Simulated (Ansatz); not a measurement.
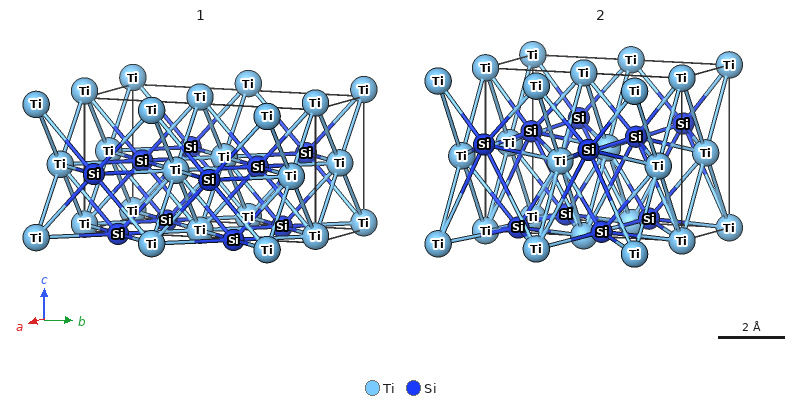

Two geometries of crystalline TiSi (set up in Pmm2) (coarse preliminary run), drawn at one scale. One is the start of a relaxation, the other its converged end. Style: ball-and-stick. Shown: the cell of the calculation, repeated 2 × 1 × 1 with one cell outlined, slightly off an axis.

Level of theory: DFT r2SCAN, scalar-relativistic, plane waves, PAW (Ansatz). (plane-wave cutoff 500 eV; k-point mesh 6 × 4 × 4; occupations gaussian; smearing width 0.1 eV; no spin polarisation; cell and atoms relaxed; force threshold 0.05 eV/Å; at most 80 steps)

**Which geometry has the lower energy?**

Structure 1 is the relaxed one. The largest moves relative to the cell, 0.33 Å, are those of Si atoms. Largest moves by element: Si 0.33 Å, Ti 0.21 Å. The volume changes by −1.8 %, with a 3.618 → 3.694 Å (+2.1 %), b 6.492 → 7.633 Å (+17.6 %), c 4.973 → 4.069 Å (−18.2 %). Near-neighbour distances that change, for instance: Si–Si 2.753 → 3.817 Å, Si–Si 3.038 → 3.817 Å, Si–Ti 3.556 → 2.790 Å, Si–Ti 3.460 → 2.789 Å. Among the angles between lasting bonds that change: Ti–Si–Ti 151.1° → 180.0°, Ti–Si–Ti 78.7° → 60.6°, Ti–Si–Ti 73.8° → 60.6°. The space group (tolerance 0.01 Å) goes from Pmm2 (No. 25) to Cmmm (No. 65). The energy falls by 3.525 eV per cell of the calculation in 7 accepted moves (9 points after the start). Largest force component: 3.4 eV/Å at the start, 0.0044 eV/Å at the end. The pressure goes from 16.58 to 0.00 GPa. The line search rejected the trial step at point 5 of the run. At 1 point the geometry stayed and the basis and grid were re-selected for the new cell (energy shift of 3.4 meV per cell of the calculation at most each time). The run took 3.2 min on 2 threads of Oxide Virtual Turin-like Processor (Zen 5), with other jobs on the host, peak memory 0.67 GiB.
